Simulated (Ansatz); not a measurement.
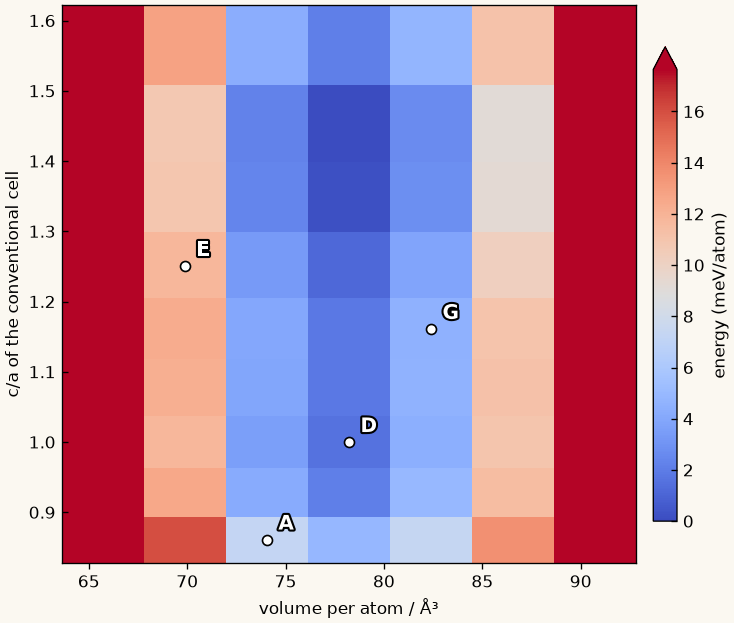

Rb (Im-3m, No. 229; 1 atom in the cell). 
- The energy is mapped over volume and the cell's shape.
- First axis: volume per atom. Second axis: c/a of the conventional cell.
- Nothing is relaxed (symmetry fixes all fractional coordinates).
- Grid: 7 × 9 points.
- Points are written as (first, second).
- Energies are in meV/atom, from the lowest grid point.
- These are results of DFT LDA, scalar-relativistic, plane waves, PAW in Ansatz 0.2.0, not measurements. Settings: cutoff 420 eV, k-mesh 14×14×14, gaussian smearing 0.15 eV, no spin polarisation.

The picture shows one coloured cell a grid point, one colour for all values above the top of the scale, lettered points.

Q: Which space group has the cell at each letter?

A: A: I4/mmm; D: Im-3m; E: I4/mmm; G: I4/mmm.

Q: Rank the lettered points by energy, lowest first.

A: D (1.5 meV/atom), G (4.5 meV/atom), A (7.3 meV/atom), E (11.8 meV/atom).
